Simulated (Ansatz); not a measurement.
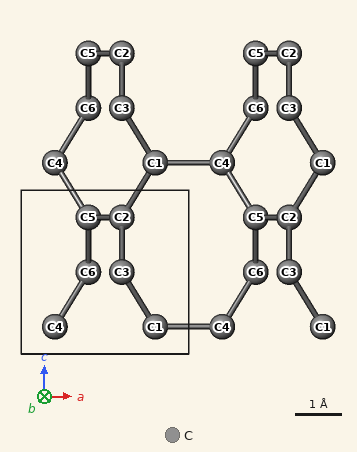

Starting structure of solid C (a generated structure, set up in P6_222) (coarse preliminary run). The picture is a ball-and-stick view of the cell of the calculation, repeated 2 × 1 × 2 with one cell outlined, seen along the b axis.

All numbers below come from Ansatz, DFT PBE, scalar-relativistic, plane waves, PAW.

Input file:
```yaml
crystal:
  lattice:
    - [4.21234768, 0.0, 0.0]
    - [-2.10617384, 3.6480001, 0.0]
    - [0.0, 0.0, 3.57429531]
  atoms:
    - { symbol: C, position: [0.8, 0.4, 0.16666667] }
    - { symbol: C, position: [0.6, 0.4, 0.83333333] }
    - { symbol: C, position: [0.6, 0.2, 0.5] }
    - { symbol: C, position: [0.2, 0.6, 0.16666667] }
    - { symbol: C, position: [0.4, 0.6, 0.83333333] }
    - { symbol: C, position: [0.4, 0.8, 0.5] }
basis:
  ecutwfc: 420
kpoints:
  mp_grid: { grid: [6, 6, 6] }
hamiltonian:
  xc: pbe
scf:
  occupations: { method: gaussian, width: 0.1 }
  lower_state_search: "off"
output:
  forces: true
  stress: true
  eigenvalues: true
relax:
  adjacent_minimum: "off"
  f_tol: 0.04
  max_steps: 70
  cell: { stress_tol: 0.4 }
```

Run as
```bash
ansatz run input.yaml --threads 1 --pin off --max-ram 2560MiB --backend cpu --events-out ev --progress --plain --runs-dir out
```

**Predict the outcome.**

Over 5 accepted moves (7 points after the start) the energy falls by 128 meV per atom. The largest force component goes from 0.53 to 0.00068 eV/Å. Pressure: −6.67 GPa at the start and −0.05 GPa at the end. The SCF was repeated twice at an unchanged geometry on a basis and grid sized afresh for the cell, which shifted the energy by 0.4 meV per atom at most. The largest moves relative to the cell, 0.013 Å, are those of C1, C2, C3, C4, C5 and C6. C1 goes along [−2 −1 0]. The volume changes by −7.3 %, with a = b 4.212 → 3.940 Å (−6.5 %), c 3.574 → 3.789 Å (+6.0 %). Some distances before and after: C1–C4 1.459 → 1.391 Å, C1–C2 1.459 → 1.477 Å. Bond angles that change, for instance: C2–C1–C3 120.0° → 126.7°, C2–C1–C4 120.0° → 116.7°. The space group stays P6_222 (No. 180). Cost: 8.5 s on 1 thread of AMD EPYC 9R45 96-Core Processor (Zen 5) (shared host), peak memory 0.38 GiB.

Step by step:

```json
{"step": "0", "E − E(0), meV/atom": "0.00", "largest force component, eV/Å": "0.5331", "pressure, GPa": "-6.67", "volume, Å³/atom": "9.154", "note": ""}
{"step": "1", "E − E(0), meV/atom": "-117.14", "largest force component, eV/Å": "0.6991", "pressure, GPa": "-4.34", "volume, Å³/atom": "8.700", "note": ""}
{"step": "2", "E − E(0), meV/atom": "-127.84", "largest force component, eV/Å": "0.0708", "pressure, GPa": "2.68", "volume, Å³/atom": "8.390", "note": ""}
{"step": "3", "E − E(0), meV/atom": "-128.42", "largest force component, eV/Å": "0.0720", "pressure, GPa": "-0.21", "volume, Å³/atom": "8.496", "note": ""}
{"step": "4", "E − E(0), meV/atom": "-128.46", "largest force component, eV/Å": "0.0178", "pressure, GPa": "-0.03", "volume, Å³/atom": "8.495", "note": ""}
{"step": "5", "E − E(0), meV/atom": "-128.08", "largest force component, eV/Å": "0.0212", "pressure, GPa": "-0.17", "volume, Å³/atom": "8.495", "note": "same geometry, new basis"}
{"step": "6", "E − E(0), meV/atom": "-128.13", "largest force component, eV/Å": "0.0007", "pressure, GPa": "-0.04", "volume, Å³/atom": "8.487", "note": ""}
{"step": "7", "E − E(0), meV/atom": "-128.07", "largest force component, eV/Å": "0.0007", "pressure, GPa": "-0.05", "volume, Å³/atom": "8.487", "note": "same geometry, new basis"}
```

The structure at the end:

```
C
1.0
     3.93950    0.00000    0.00000
    -1.96975    3.41171    0.00000
     0.00000    0.00000    3.78869
C
6
Direct
  0.79612 0.39806 0.16667
  0.60194 0.39806 0.83333
  0.60194 0.20388 0.50000
  0.20388 0.60194 0.16667
  0.39806 0.60194 0.83333
  0.39806 0.79612 0.50000
```

After the run, drawn alike:

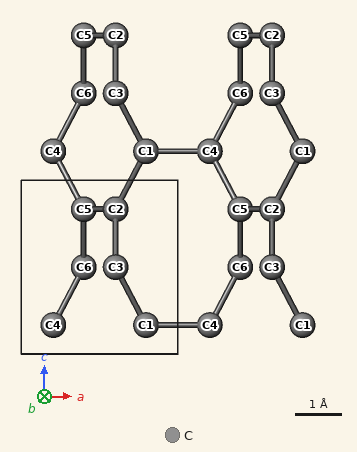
